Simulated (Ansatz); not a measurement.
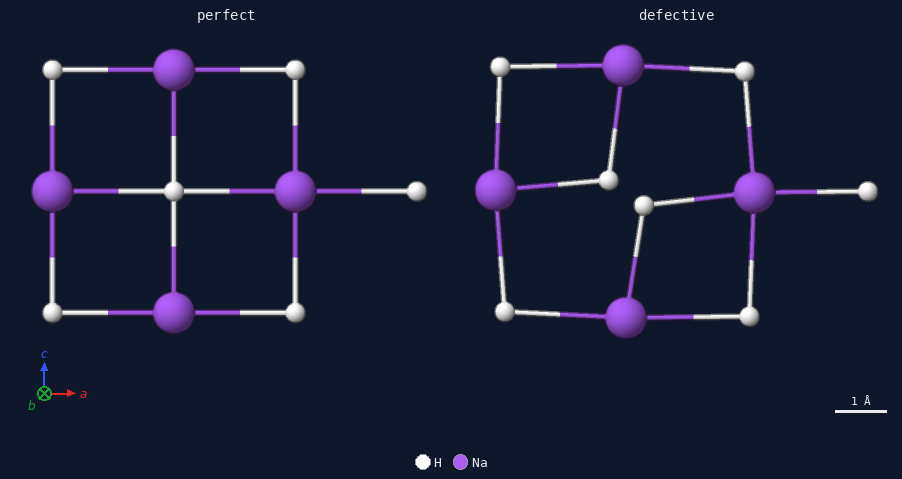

Left: perfect NaH. Right: the same region with one point defect, after relaxing the atoms in a supercell of 64 sites. A ball-and-stick model of the atoms within 4.6 Å of one point, in a slice 3.4 Å thick across the line of sight, seen along the b axis.

Theory: DFT, PBEsol, PAW, plane waves (Ansatz). Settings: plane-wave cutoff 420 eV; k-point mesh 1 × 1 × 1; mesh shifted by (0.25, 0.25, 0.25); collinear spin. Fermi-Dirac smearing of 0.01 eV. The axes drawn are those of the host's conventional cell.

**What kind of defect was made?**

An extra hydrogen atom is put between the host's atoms (an interstitial).

The charge state of the cell is 0.

**What does the relaxation do around it?**

The H atom starts with 1 H at 1.20 Å, 1 Na at 1.20 Å around its place and ends with 1 H at 1.01 Å. Of the host's atoms, a hydrogen atom moves furthest from its site, by 0.46 Å. The H atom itself moves 0.91 Å from where it was put. The cell's net moment is 1.00 μB.
